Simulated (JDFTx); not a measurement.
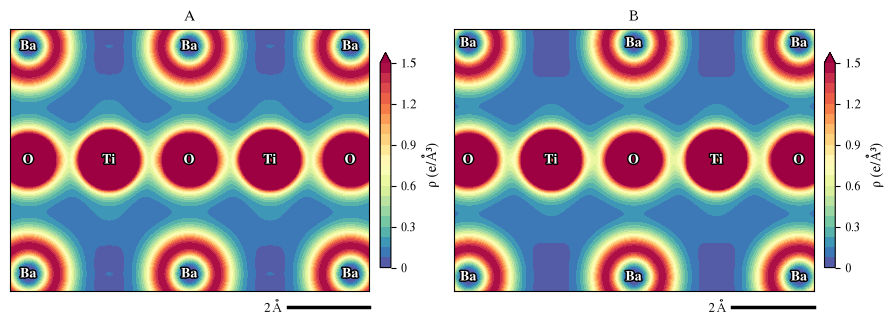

BaTiO₃. The valence pseudo-density of two cells that differ in size, on the (101̄) plane of each (indices in the axes of the calculation cell), at one length scale and on one colour scale; one has 12.3 and the other 13.4 Å³ an atom.

Space group Pm-3m.

Level of theory: Kohn-Sham DFT of a periodic cell, PBEsol, PseudoDojo-SR-PBEsol-0.4.1-standard (JDFTx).

The density is the valence pseudo-density of a pseudopotential calculation; it isn't the true density close to the nuclei.

The larger cell:

```cif
data_structure
_symmetry_space_group_name_H-M 'P 1'
_symmetry_Int_Tables_number 1
_cell_length_a 4.0587
_cell_length_b 4.0587
_cell_length_c 4.0587
_cell_angle_alpha 90.000
_cell_angle_beta 90.000
_cell_angle_gamma 90.000
_cell_volume 66.86
loop_
_atom_site_label
_atom_site_type_symbol
_atom_site_fract_x
_atom_site_fract_y
_atom_site_fract_z
_atom_site_occupancy
Ba1 Ba 0.50000 0.50000 0.50000 1
Ti1 Ti 0.00000 0.00000 0.00000 1
O1 O 0.00000 0.00000 0.50000 1
O2 O 0.00000 0.50000 0.00000 1
O3 O 0.50000 0.00000 0.00000 1
```

The smaller cell: a = 3.952 Å, b = 3.952 Å, c = 3.952 Å, α = 90.00°, β = 90.00°, γ = 90.00°.

Which panel shows the smaller cell, and what does the compression change?

Panel A is the smaller cell, by 8 % in volume. From the larger cell to the smaller, Ba–O goes from 2.87 to 2.79 Å, and the density at its midpoint from 0.18 to 0.21 e/Å³; Ti–O goes from 2.03 to 1.98 Å; the pressure goes from −10 to 2.9 GPa; the Kohn–Sham gap goes from 1.7 eV to 1.9 eV.
